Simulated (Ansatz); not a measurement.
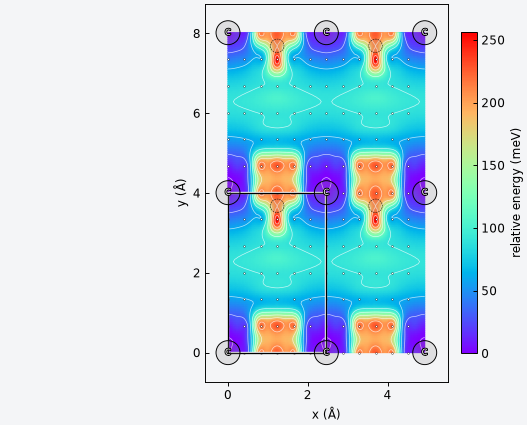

H on a C(011) slab cut from the Fmmm phase, its upper half relaxed before the scan (12 atoms of substrate and one adsorbate in a 2 × 1 cell). H is moved over the surface cell at a fixed height above a rigid substrate; the origin of the map has the adsorbate above C11; the height is held at 2.80 Å. Places are given modulo a cell vector. The map is drawn in real space over the plane of the surface. Grid: 6 × 6 points; 24 points were computed and 12 follow by symmetry. Places are given in fractions of the 1 × 1 surface cell. Energies are in meV, from the lowest grid point. At a fixed height the lowest place need not be the adsorption site. These are results of DFT PBE+D3(BJ), scalar-relativistic, plane waves, PAW (Ansatz), not measurements. Settings: cutoff 420 eV, k-mesh 6×7×1, gaussian smearing 0.05 eV, spin-polarised.

Drawn: a smooth colour map with a few white contour lines, dots at the grid points, labelled circles for the atoms of the top layer and small ones for the second layer, the outline of one cell of the 2 × 2 shown. Between grid points the surface is interpolated.

The lowest grid point is at the top site over a surface C atom, (0/6, 0/6) of the cell vectors. The bottom of the well lies between grid points, at about (0.92, 0.06) of the cell vectors, about 2.2 meV lower on the interpolated surface. No other kind of well shows on this grid. The highest grid point, (3/6, 5/6) of the cell vectors [nearest 2 C at 3.13 Å], lies 256 meV above the lowest. On the interpolated surface the easiest way out of the lowest well to its copy in the next cell or period passes a barrier of about 70 meV, counted from the interpolated bottom of the well. At the lowest point the adsorbate has 1 C at 2.80 Å as nearest neighbours, at the highest 2 C at 3.13 Å.

The scan is repeated with another setting: the height is held at 3.10 Å; all else is set up alike.

### How does the landscape change?

The lowest place stays at about (0.00, 0.06) of the cell vectors. The highest place moves from (3/6, 5/6) of the cell vectors [nearest 2 C at 3.13 Å] to a fourfold hollow, (3/6, 3/6) of the cell vectors. The span from the lowest to the highest grid point shrinks from 256 to 37 meV. The easiest pass out of the lowest well goes from about 70 to about 12 meV on the interpolated surfaces. In the new map: at the lowest point the adsorbate has 1 C at 3.10 Å as nearest neighbours, at the highest 5 C at 3.91 Å.

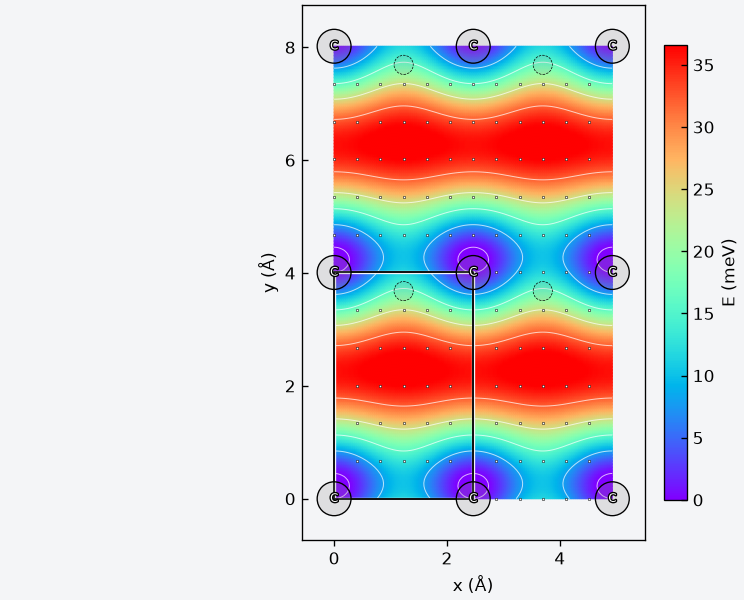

The map after the change, on a colour scale of its own. In the figure: a smooth colour map with a few white contour lines, dots at the grid points, labelled circles for the atoms of the top layer and small ones for the second layer, the outline of one cell of the 2 × 2 shown. Between grid points the surface is interpolated.

PAW datasets: the set soft_1.
